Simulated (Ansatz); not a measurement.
NiGe

```yaml
crystal:
  lattice:
    - [2.93526, 0.00000, 0.00000]
    - [0.00000, 2.93526, 0.00000]
    - [0.00000, 0.00000, 2.93526]
  atoms:
    - { symbol: Ni, position: [0.50000, 0.50000, 0.50000] }
    - { symbol: Ge, position: [0.00000, 0.00000, 0.00000] }
```

Space group Pm-3m; started from the CuAu (L1_0)_123 prototype, which need not be the ambient phase; computed without spin polarisation.

Level of theory: DFT r2SCAN, scalar-relativistic, plane waves, PAW in Ansatz.

**What can the converged valence pseudo-density and electron localisation function tell about the bonding?**

Ni–Ge (2.54 Å): ρ at the midpoint is about 0.33 e/Å³; the ELF is about 0.40 at the midpoint.

**Does the calculation give a band gap?**

It is metallic or semimetallic at this level of theory: no gap opens.

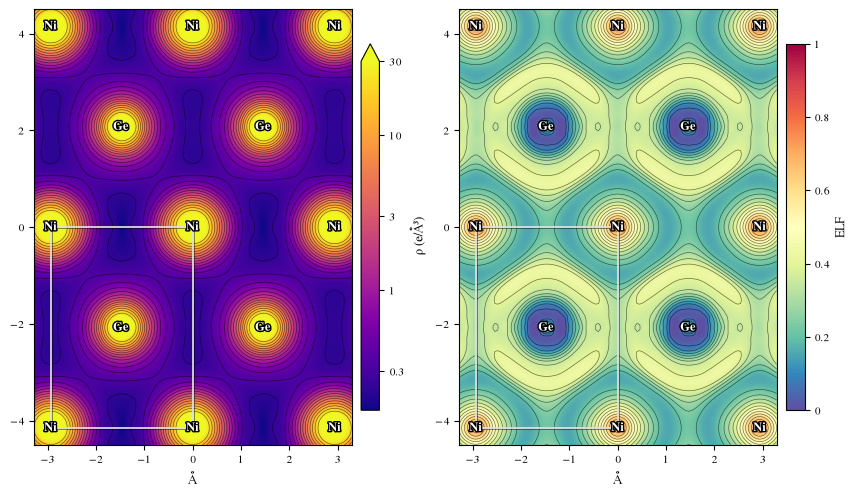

Computed valence pseudo-density and electron localisation function on the (101) plane of the conventional cell, in this order. 
